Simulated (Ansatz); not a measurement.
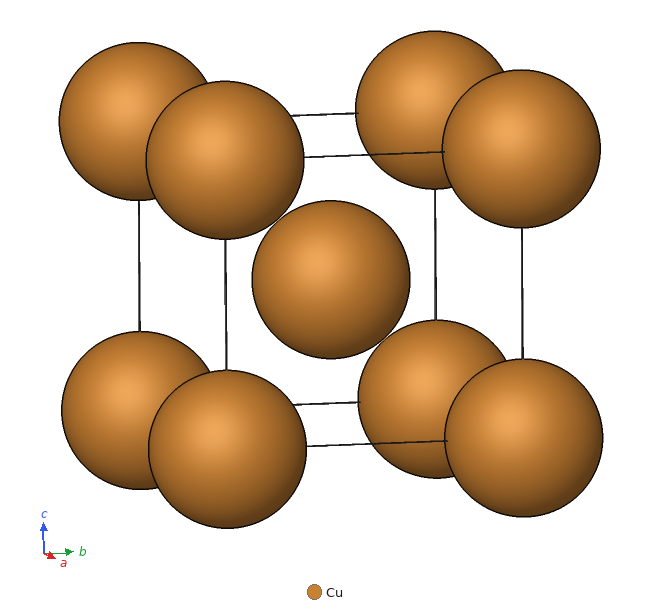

An orthographic spheres-only view of the structure, slightly off an axis. Thin lines show the drawn cell (a repeat of the simulation cell), with boundary atoms drawn in all their periodic places.

Cu, a = 2.89 Å, b = 2.89 Å, c = 2.72 Å, α = 90.00°, β = 91.72°, γ = 90.00°.

Results below were computed with DFT PBEsol, scalar-relativistic, plane waves, PAW in Ansatz; the settings were an energy cutoff of 420 eV, k-points about 0.11 Å⁻¹ apart, Gaussian smearing of 0.15 eV, no spin polarisation.

Question: How large a gap does the method give, if there is one?

Answer: A metal: bands cross the Fermi level.

Question: Under what pressure is the structure?

Answer: The computed pressure is 0.2 GPa (compressed: it would expand). The stress isn't hydrostatic: its largest component is 3.1 GPa.

Source of the structure: a structure listed in the Materials Project. The cell was then strained or its atoms displaced on purpose. It was run through Ansatz as a DFT input.
